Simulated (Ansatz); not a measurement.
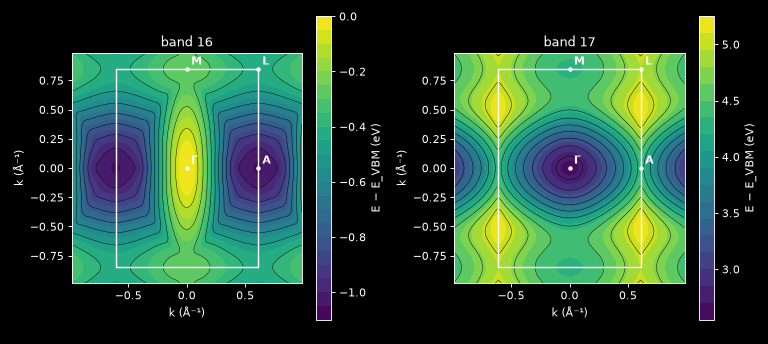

Two bands of SrO (P6_3mc) over the plane through Γ, A and M: the highest mostly filled and the lowest mostly empty one.

Theory: DFT PBE, scalar-relativistic, plane waves, PAW; levels and slopes on a dense k mesh at the converged density (Ansatz). No spin polarisation. k mesh for the levels: 30×30×22. Unrelaxed database geometry. The cell comes from a database of computed structures, not from a measurement.

Question: Give both levels and their distance at the named points.

Answer:
| point | lower band (eV) | upper band (eV) | distance (eV) |
| --- | --- | --- | --- |
| Γ | 0.00 | 2.65 | 2.65 |
| A | −1.06 | 4.34 | 5.40 |
| M | −0.26 | 4.32 | 4.58 |
| L | −0.42 | 4.95 | 5.37 |

Question: Where are the band edges of the whole zone?

Answer: The valence band has one maximum at Γ, principal masses 0.34, 3.87 and 3.87 mₑ; the conduction band has one minimum at Γ, principal masses 0.37, 0.37 and 0.47 mₑ. The gap is direct, 2.65 eV at this level of theory (semilocal functionals give gaps that are too small, and can reorder valleys that lie close).

Spin-orbit coupling, left out here, can change the gap, its kind, the place of the band edges and the masses, since the compound holds Sr.
